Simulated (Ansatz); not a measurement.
Field-gradient calculation of NaCl

- system: NaCl (P-62m, 12 atoms in the cell)
- method: DFT, r2SCAN, plane-wave PAW, default files, scalar-relativistic, no spin polarisation (Ansatz 0.2.0)

The structure derives from a Materials Project entry. It belongs to a series of runs on one base structure; here: functional r2SCAN.

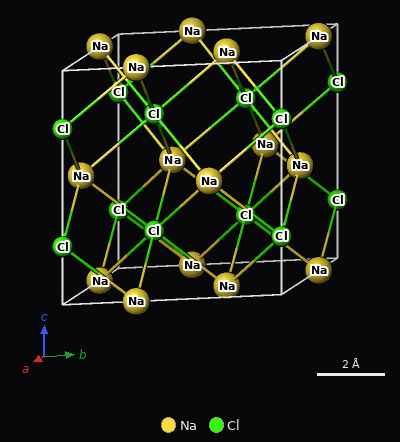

Figure 1. The input geometry (ball-and-stick view of the cell of the calculation, seen slightly off an axis).

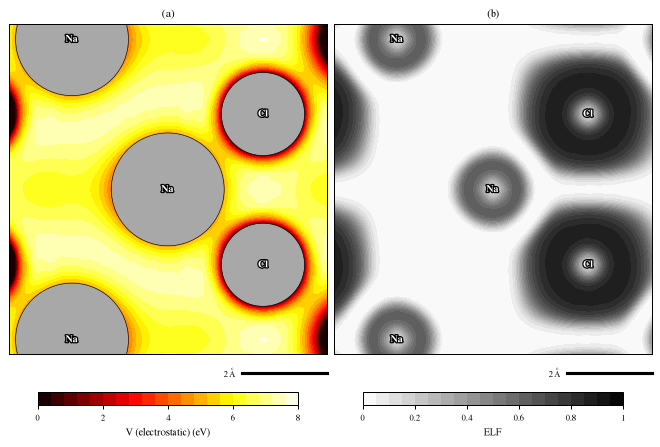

Figure 2. (a) electrostatic potential (local pseudopotential plus Hartree) felt by an electron; (b) ELF on the (100) plane of the conventional cell. Grey discs, where drawn, cover atomic cores. Atoms in the plane: Na and Cl. Na–Cl (2.87 Å): the ELF is about 0.40 at the midpoint (a closed-shell, largely ionic contact). The strong features right at Na lie inside the PAW spheres (semicore, d or f shells) and say nothing about bonding. Outside the cores the potential energy rises away from the atoms and is highest about 1.7 Å from the nearest atoms; outside the discs it spans about 7 eV, and its zero is arbitrary. The fields are those of the smooth PAW valence density.

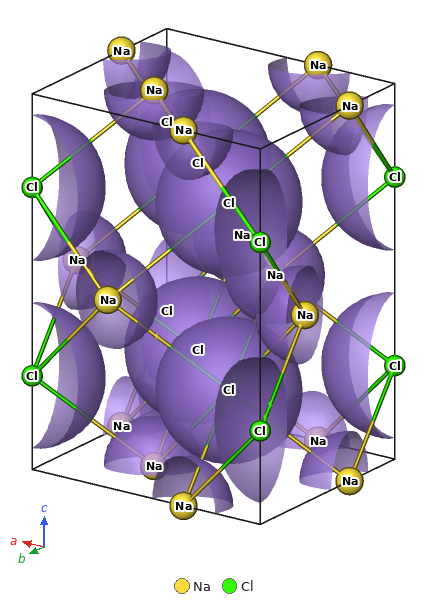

Figure 3. Isosurface of the valence electron density at 0.15 e/Å³ (purple), seen at an oblique angle. Sticks mark near contacts. The outline is the cell set on symmetry axes. At this value the density breaks into separate islands; it holds about 90 % of the electrons treated as valence (semicore included). It is pinched off along the Na–Cl (2.87 Å) contacts. On the grid the lowest density along these lines, outside the cores, is 0.07 e/Å³ (Na–Cl, 2.87 Å).

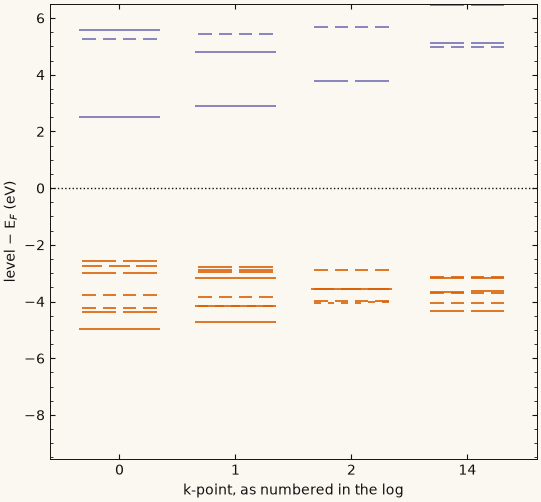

Figure 4. Kohn–Sham levels near the Fermi level (dotted) at the few k-points that the log prints; levels within 0.02 eV of each other stand side by side. Among these points the highest filled and lowest empty levels are 5.07 eV apart, which is the gap on the mesh.

The input and output of the run follow.

The input:
```yaml
crystal:
  lattice:
    - [6.7996343451, 0.0, 0.0]
    - [-3.3998171725, 5.8886560793, 0.0]
    - [0.0, 0.0, 7.094838]
  atoms:
    - { symbol: Na, position: [0.0, 0.6692, 0.5] }
    - { symbol: Na, position: [0.3308, 0.3308, 0.5] }
    - { symbol: Na, position: [0.6692, 0.0, 0.5] }
    - { symbol: Na, position: [0.0, 0.336571, 0.0] }
    - { symbol: Na, position: [0.663429, 0.663429, 0.0] }
    - { symbol: Na, position: [0.336571, 0.0, 0.0] }
    - { symbol: Cl, position: [0.6666666667, 0.3333333333, 0.250447] }
    - { symbol: Cl, position: [0.6666666667, 0.3333333333, 0.749553] }
    - { symbol: Cl, position: [0.3333333333, 0.6666666667, 0.749553] }
    - { symbol: Cl, position: [0.3333333333, 0.6666666667, 0.250447] }
    - { symbol: Cl, position: [0.0, 0.0, 0.750912] }
    - { symbol: Cl, position: [0.0, 0.0, 0.249088] }
kpoints:
  mp_grid: { grid: [5, 5, 4] }
scf:
  occupations: { method: fermi_dirac, width: 0.02 }
hamiltonian:
  xc: r2scan
  pseudopotentials: { kind: paw }
output:
  forces: true
  stress: true
  populations: true
  efg:
    quadrupole_moments_barn: { Na: 0.104, Cl: -0.08112 }
    contact_densities: true
  write_density: true
  write_potential: true
  elf: true
  volumetric_format: npy
```

Command:
```bash
ansatz run input.yaml --threads 1 --pin off --max-ram 2560MiB --backend cpu --events-out ev --progress --plain --runs-dir out
```

Output:
```
Engine: ansatz 0.2.0, x86_64-unknown-linux-gnu
Pseudopotentials: kind: paw
Pseudopotential: Na, paw, valence charge 9, recommended cutoff 500 eV (meta_gga), Na.paw.azcp
Pseudopotential: Cl, paw, valence charge 7, recommended cutoff 500 eV (meta_gga), Cl.paw.azcp
Functional definition: r2SCAN
  parameter k0 = 0.174
  parameter k1 = 0.065
  parameter a1 = 4.9479
  exchange = r2scan_x(k0 = k0, k1 = k1, a1 = a1)
  correlation = r2scan_c
Crystal: 12 atoms, lattice volume = 284.082 Å³
Basis set: ecut = 500 eV, 7225 PW (Γ), exchange–correlation on 200×200×216 points (64 copies of the dense FFT grid, shifted against one another)
Bands: 60, of which v1, the nominal top of the filled ones, is band 48 counted from 1 (47 counted from 0)
Symmetry: 12 space group operations
Space group: P-62m (ITA 189), of the structure as read, at distance tolerance 6.6e-5 Å
k-points: 15 of 100 (time reversal used)
Non-local potential: Na, projectors of the file, l = 0: 3, l = 1: 2, l = 2: 1
Non-local potential: Cl, projectors of the file, l = 0: 2, l = 1: 2, l = 2: 2
PAW form: soft (Blöchl's): semilocal exchange-correlation on the pseudo side does not see the compensation charge
PAW frozen core: Na, regenerated for the run's functional (the file was generated under x = pbe(κ = 0.804, μ = 0.2195149727645171), c = pbe(β = 0.06672455060314922))
PAW frozen core: Cl, regenerated for the run's functional (the file was generated under x = pbe(κ = 0.804, μ = 0.2195149727645171), c = pbe(β = 0.06672455060314922))
PAW one-centre angular grid: Na, 302 points (default); XC on 339 of its mesh's 2595 points in the sphere
PAW one-centre angular grid: Cl, 302 points (default); XC on 160 Gauss nodes
Initial density: superposition of atomic densities (neutral atoms: chi_scale 0, normalization atom), corrected by the library's trained network
Initial wavefunctions: pseudopotential atomic-orbital guess
Functional: x = r2scan, c = r2scan; τ floored in thin density (d = 2e-4 eV/Å³)
SCF iter   1: F=—  HF=-15457.042784 eV  |F-HF|=—  |Δ(HF+E_count)|=         —  Δρ=6.77e-3  dr2=6.19e-2  dr2_τ=8.43e-3  ethr=1.77e-3  ⟨swp⟩=8.3  Hψ=3667  notcnv=0  defer=9
preconditioner: auto → Resta (q_TF=auto, 2.277 Å⁻¹)  ε∞=2.4  [insulator: Δε(μ)=5.065 eV  Ē_g=12.695 eV  σ=0.020 eV  W_gap=1.00  n_scr=58 (ndim 8)  ℏωp=15.3 eV  f_vac=0.092  D(μ)=0.00/eV (n_scr^D=0)  ε∞_Penn≈2.4]
SCF iter   2: F=—  HF=-15457.100483 eV  |F-HF|=—  |Δ(HF+E_count)|=   5.77e-2  Δρ=2.38e-3  dr2=7.71e-3  dr2_τ=1.45e-3  ethr=6.45e-5  ⟨swp⟩=3.0  Hψ=1933  notcnv=0  defer=89
SCF iter   3: F=—  HF=-15457.100891 eV  |F-HF|=—  |Δ(HF+E_count)|=   4.08e-4  Δρ=6.77e-4  dr2=7.52e-4  dr2_τ=5.15e-5  ethr=8.03e-6  ⟨swp⟩=2.0  Hψ=1570  notcnv=0  defer=89
SCF iter   4: F=—  HF=-15457.101139 eV  |F-HF|=—  |Δ(HF+E_count)|=   2.48e-4  Δρ=7.78e-5  dr2=1.11e-5  dr2_τ=3.47e-6  ethr=7.84e-7  ⟨swp⟩=2.0  Hψ=1531  notcnv=0  defer=89
SCF iter   5: F=—  HF=-15457.101187 eV  |F-HF|=—  |Δ(HF+E_count)|=   4.85e-5  Δρ=2.50e-5  dr2=1.29e-6  dr2_τ=8.76e-8  ethr=1.16e-8  ⟨swp⟩=2.0  Hψ=1168  notcnv=0  defer=89
SCF iter   6: F=-15457.101189 eV  HF=-15457.101189 eV  |F-HF|=1.25e-7  |Δ(HF+E_count)|=   1.26e-6  Δρ=3.50e-6  dr2=1.93e-8  dr2_τ=5.59e-9  ethr=1.04e-10  ⟨swp⟩=15.3  Hψ=6568  notcnv=0
SCF 1 converged in 6 iterations: F = -15457.101189 eV  dr2 = 1.93e-8
  greatest PAW one-centre occupation: 1.000 electrons in one spin orbital (limit 2), on the Na atom at site 4 (counted from 0), in its partial waves of l = 0
SCF converged after 6 iterations
Free energy (F): -15457.101189 eV
Harris-Foulkes:  -15457.101189 eV  (|F-HF|=1.25e-7)
Internal energy: -15457.101189 eV  (E = F + TS)
E sigma→0 (E₀):  -15457.101189 eV
Fermi energy:    3.312534 eV
--- Per-component energies (eV) ---
  E_band       = -1537.968056
  E_kinetic    = 1694.015191
  E_local      = -9369.426582  (includes V_loc(G=0)·N_el)
  E_nonlocal   = 864.625626
  E_hartree    = 3317.889077
  E_xc         = -849.287298
  E_vxc        = -1146.546387  (∫ρ·V_xc dr)
  E_paw        = -5606.102474  (= ΣΔE_a)
  E_vpaw       = -289.942810  (= ΣTr[D̂ρ^β])
  E_aug_tail   = 0.000242  (compensation charges beyond the density's cutoff)
  E_vtau       = 73.533229  (kinetic-family band-sum trace: ∫τ·v_τ [+ j·A + Jᵃ·Aᵃ] dr)
  E_ewald      = -5507.838925
  E_core_change = -0.976044  (= ΣΔE_core)
  E_smearing   = -0.000000  (= −TS)
  E_closure    = -0.000000  (closes the sum)
  Σ components = -15457.101189   (vs F -15457.101189, Δ=0.00e0)
--- Forces (eV/Å), atoms counted from 1 ---
  atom   1  Na     0.00936078    -0.01621335     0.00000000
  atom   2  Na     0.00936078     0.01621335     0.00000000
  atom   3  Na    -0.01872156     0.00000000     0.00000000
  atom   4  Na     0.01481409    -0.02565875     0.00000000
  atom   5  Na     0.01481409     0.02565875     0.00000000
  atom   6  Na    -0.02962817     0.00000000     0.00000000
  atom   7  Cl    -0.00000000     0.00000000    -0.00399454
  atom   8  Cl    -0.00000000     0.00000000     0.00399454
  atom   9  Cl     0.00000000    -0.00000000     0.00399454
  atom  10  Cl     0.00000000    -0.00000000    -0.00399454
  atom  11  Cl    -0.00000000     0.00000000    -0.00896621
  atom  12  Cl    -0.00000000     0.00000000     0.00896621
  max |Σ_I F_I| component: 3.49e-18 eV/Å
--- Stress (GPa, compression-positive) ---
       -1.032919       0.000000       0.000000
        0.000000      -1.032919       0.000000
        0.000000       0.000000      -1.053916
  P = ⅓ Tr σ = -1.0399 GPa (-10.399 kbar)
--- PAW observables at the nuclei: V_zz in 10²¹ V/m², potentials from the cell's mean, atoms counted from 1 ---
  atom   1  Na V_zz =    -0.385800   η = 0.1539   by run symmetry: allowed   C_q = -0.9702 MHz
            electrostatic potential = -975.353614 V   contact ρ = 5892.341491 e/Å³
  atom   2  Na V_zz =    -0.385800   η = 0.1539   by run symmetry: allowed   C_q = -0.9702 MHz
            electrostatic potential = -975.353614 V   contact ρ = 5892.341491 e/Å³
  atom   3  Na V_zz =    -0.385800   η = 0.1539   by run symmetry: allowed   C_q = -0.9702 MHz
            electrostatic potential = -975.353614 V   contact ρ = 5892.341491 e/Å³
  atom   4  Na V_zz =    -0.385988   η = 0.1891   by run symmetry: allowed   C_q = -0.9706 MHz
            electrostatic potential = -975.353716 V   contact ρ = 5892.341723 e/Å³
  atom   5  Na V_zz =    -0.385988   η = 0.1891   by run symmetry: allowed   C_q = -0.9706 MHz
            electrostatic potential = -975.353716 V   contact ρ = 5892.341723 e/Å³
  atom   6  Na V_zz =    -0.385988   η = 0.1891   by run symmetry: allowed   C_q = -0.9706 MHz
            electrostatic potential = -975.353716 V   contact ρ = 5892.341723 e/Å³
  atom   7  Cl V_zz =    -0.415448   η = 0.0000   by run symmetry: allowed   C_q = +0.8149 MHz
            electrostatic potential = -1771.842071 V   contact ρ = 24059.172890 e/Å³
  atom   8  Cl V_zz =    -0.415448   η = 0.0000   by run symmetry: allowed   C_q = +0.8149 MHz
            electrostatic potential = -1771.842071 V   contact ρ = 24059.172890 e/Å³
  atom   9  Cl V_zz =    -0.415448   η = 0.0000   by run symmetry: allowed   C_q = +0.8149 MHz
            electrostatic potential = -1771.842071 V   contact ρ = 24059.172890 e/Å³
  atom  10  Cl V_zz =    -0.415448   η = 0.0000   by run symmetry: allowed   C_q = +0.8149 MHz
            electrostatic potential = -1771.842071 V   contact ρ = 24059.172890 e/Å³
  atom  11  Cl V_zz =    -0.439238   η = 0.0000   by run symmetry: allowed   C_q = +0.8616 MHz
            electrostatic potential = -1771.850885 V   contact ρ = 24059.183003 e/Å³
  atom  12  Cl V_zz =    -0.439238   η = 0.0000   by run symmetry: allowed   C_q = +0.8616 MHz
            electrostatic potential = -1771.850885 V   contact ρ = 24059.183003 e/Å³
--- Band table (eV; the first three rows and the last of 15) ---
  k-point 0: bands = ["-50.8801", "-50.8798", "-50.8793", "-50.8793", "-50.8793", "-50.8793", "-21.3116", "-21.3114", "-21.3035", "-21.3034", "-21.3030", "-21.3030", "-21.3030", "-21.3030", "-21.2924", "-21.2924", "-21.2916", "-21.2916", "-21.2880", "-21.2724", "-21.2724", "-21.2724", "-21.2724", "-21.2697", "-12.7502", "-12.4518", "-12.4442", "-12.4190", "-12.2141", "-12.2061", "-1.6726", "-1.0717", "-1.0629", "-0.9191", "-0.9191", "-0.9123", "-0.9123", "-0.4738", "-0.4738", "-0.4667", "-0.4667", "0.3195", "0.3195", "0.5574", "0.5663", "0.5663", "0.7414", "0.7508", "5.8235", "8.5793", "8.5793", "8.5812", "8.5812", "8.8973", "9.9246", "10.4472", "10.4472", "10.4473", "10.4473", "10.6202"]
  k-point 1: bands = ["-50.8800", "-50.8798", "-50.8793", "-50.8793", "-50.8793", "-50.8793", "-21.3104", "-21.3102", "-21.3047", "-21.3046", "-21.3032", "-21.3032", "-21.3031", "-21.3031", "-21.2923", "-21.2923", "-21.2918", "-21.2918", "-21.2854", "-21.2724", "-21.2723", "-21.2723", "-21.2722", "-21.2722", "-12.7044", "-12.4704", "-12.4186", "-12.4109", "-12.2506", "-12.2427", "-1.4099", "-0.8598", "-0.8598", "-0.8529", "-0.8529", "-0.8462", "-0.8374", "-0.5443", "-0.5443", "-0.5373", "-0.5373", "0.1331", "0.3540", "0.3540", "0.4220", "0.4313", "0.5284", "0.5284", "6.2203", "8.1146", "8.7635", "8.7635", "8.7651", "8.7651", "10.4226", "10.4226", "10.4229", "10.4229", "10.6784", "10.9295"]
  k-point 2: bands = ["-50.8799", "-50.8799", "-50.8793", "-50.8793", "-50.8793", "-50.8793", "-21.3075", "-21.3075", "-21.3074", "-21.3073", "-21.3033", "-21.3033", "-21.3033", "-21.3033", "-21.2920", "-21.2920", "-21.2920", "-21.2920", "-21.2789", "-21.2789", "-21.2721", "-21.2721", "-21.2720", "-21.2720", "-12.5902", "-12.5901", "-12.3382", "-12.3344", "-12.3305", "-12.3265", "-0.7244", "-0.7244", "-0.7239", "-0.7239", "-0.7111", "-0.7110", "-0.6845", "-0.6845", "-0.6840", "-0.6840", "-0.2626", "-0.2539", "-0.2508", "-0.2414", "0.4394", "0.4394", "0.4395", "0.4395", "7.0889", "7.0890", "8.9875", "8.9875", "8.9878", "8.9878", "10.3686", "10.3686", "10.3687", "10.3687", "11.2623", "11.2624"]
  k-point 14: bands = ["-50.8796", "-50.8796", "-50.8795", "-50.8795", "-50.8794", "-50.8794", "-21.3099", "-21.3099", "-21.3053", "-21.3052", "-21.3052", "-21.3052", "-21.2961", "-21.2958", "-21.2955", "-21.2953", "-21.2947", "-21.2945", "-21.2747", "-21.2747", "-21.2745", "-21.2744", "-21.2733", "-21.2732", "-12.4438", "-12.4411", "-12.4364", "-12.4346", "-12.3841", "-12.3832", "-1.0388", "-1.0388", "-0.7296", "-0.7273", "-0.7266", "-0.7243", "-0.4037", "-0.3971", "-0.3938", "-0.3899", "-0.3365", "-0.3332", "0.1306", "0.1307", "0.1691", "0.1715", "0.1740", "0.1768", "8.2919", "8.2920", "8.2948", "8.2953", "8.4433", "8.4435", "9.7727", "9.7727", "10.3465", "10.3465", "10.3598", "10.3598"]
--- Löwdin populations: 12 sites ---
  site symbol       q [e]
     0     Na      8.2802
     1     Na      8.2802
     2     Na      8.2802
     3     Na      8.2802
     4     Na      8.2802
     5     Na      8.2802
     6     Cl      7.6820
     7     Cl      7.6820
     8     Cl      7.6820
     9     Cl      7.6820
    10     Cl      7.6821
    11     Cl      7.6821
  spilling = 0.002365 (of n_electrons = 96.000000)
```

File populations.tsv:
```
# site	symbol	l	j	q
# orbitals = lowdin
# n_electrons = 96.000000
# spilling = 0.002365
0	Na	0_2S	-	1.993848
0	Na	0_3S	-	0.287472
0	Na	1_2P	-	5.998833
1	Na	0_2S	-	1.993848
1	Na	0_3S	-	0.287472
1	Na	1_2P	-	5.998833
2	Na	0_2S	-	1.993848
2	Na	0_3S	-	0.287472
2	Na	1_2P	-	5.998833
3	Na	0_2S	-	1.993846
3	Na	0_3S	-	0.287472
3	Na	1_2P	-	5.998833
4	Na	0_2S	-	1.993846
4	Na	0_3S	-	0.287472
4	Na	1_2P	-	5.998833
5	Na	0_2S	-	1.993846
5	Na	0_3S	-	0.287472
5	Na	1_2P	-	5.998833
6	Cl	0_3S	-	1.902452
6	Cl	1_3P	-	5.779512
7	Cl	0_3S	-	1.902452
7	Cl	1_3P	-	5.779512
8	Cl	0_3S	-	1.902452
8	Cl	1_3P	-	5.779512
9	Cl	0_3S	-	1.902452
9	Cl	1_3P	-	5.779512
10	Cl	0_3S	-	1.902700
10	Cl	1_3P	-	5.779392
11	Cl	0_3S	-	1.902700
11	Cl	1_3P	-	5.779392
```

File rho_z.tsv:
```
# z_ang	rho[e/angstrom^3]
# format = ansatz-planar-average/11
# lattice	6.799634345	-0.000000000	0.000000000
# lattice	-3.399817173	5.888656079	0.000000000
# lattice	0.000000000	0.000000000	7.094838000
# sites	12
# site	11	-2.275157652	3.940688648	3.547419000
# site	11	1.124659521	1.947967431	3.547419000
# site	11	4.550315304	-0.000000000	3.547419000
# site	11	-1.144279866	1.981950865	0.000000000
# site	11	2.255537307	3.906705214	0.000000000
# site	11	2.288559731	-0.000000000	0.000000000
# site	17	3.399817173	1.962885360	1.776880893
# site	17	3.399817173	1.962885360	5.317957107
# site	17	0.000000000	3.925770720	5.317957107
# site	17	0.000000000	3.925770720	1.776880893
# site	17	0.000000000	0.000000000	5.327598992
# site	17	0.000000000	0.000000000	1.767239008
0.000000	8.622674e-1
0.131386	7.826294e-1
0.262772	5.804656e-1
0.394158	3.491959e-1
0.525544	1.844399e-1
0.656929	1.190520e-1
0.788315	1.193134e-1
0.919701	1.491775e-1
1.051087	1.983720e-1
1.182473	2.588257e-1
1.313859	3.148385e-1
1.445245	3.503134e-1
1.576631	3.623195e-1
1.708017	3.620946e-1
1.839402	3.620952e-1
1.970788	3.623164e-1
2.102174	3.502973e-1
2.233560	3.148063e-1
2.364946	2.587846e-1
2.496332	1.983331e-1
2.627718	1.491467e-1
2.759104	1.192911e-1
2.890490	1.190366e-1
3.021875	1.844295e-1
3.153261	3.491890e-1
3.284647	5.804608e-1
3.416033	7.826257e-1
3.547419	8.622640e-1
3.678805	7.826257e-1
3.810191	5.804608e-1
3.941577	3.491890e-1
4.072963	1.844295e-1
4.204348	1.190366e-1
4.335734	1.192911e-1
4.467120	1.491467e-1
4.598506	1.983331e-1
4.729892	2.587846e-1
4.861278	3.148063e-1
4.992664	3.502973e-1
5.124050	3.623164e-1
5.255436	3.620952e-1
5.386821	3.620946e-1
5.518207	3.623195e-1
5.649593	3.503134e-1
5.780979	3.148385e-1
5.912365	2.588257e-1
6.043751	1.983720e-1
6.175137	1.491775e-1
6.306523	1.193134e-1
6.437909	1.190520e-1
6.569294	1.844399e-1
6.700680	3.491959e-1
6.832066	5.804656e-1
6.963452	7.826294e-1
```

Summary:

| quantity | value |
| --- | --- |
| outcome | converged |
| space group (tolerance 0.01 Å) | P-62m (189) |
| electrons treated | 96 |
| free energy | −15457.1012 eV |
| Fermi energy | 3.313 eV |
| gap on the k-point mesh | 5.07 eV |
| pressure | −1.04 GPa |
| field gradient V_zz (10²¹ V/m²) | Na −0.39, Na −0.39, Na −0.39, Na −0.39, Na −0.39, Na −0.39, Cl −0.42, Cl −0.42 (the first 8 of 12 sites) |
| largest force (length of the vector) | 0.030 eV/Å |
| hardware | 1 thread of an x86-64 CPU, shared host |
| wall time | 27 s |
| peak memory | 1.2 GiB |
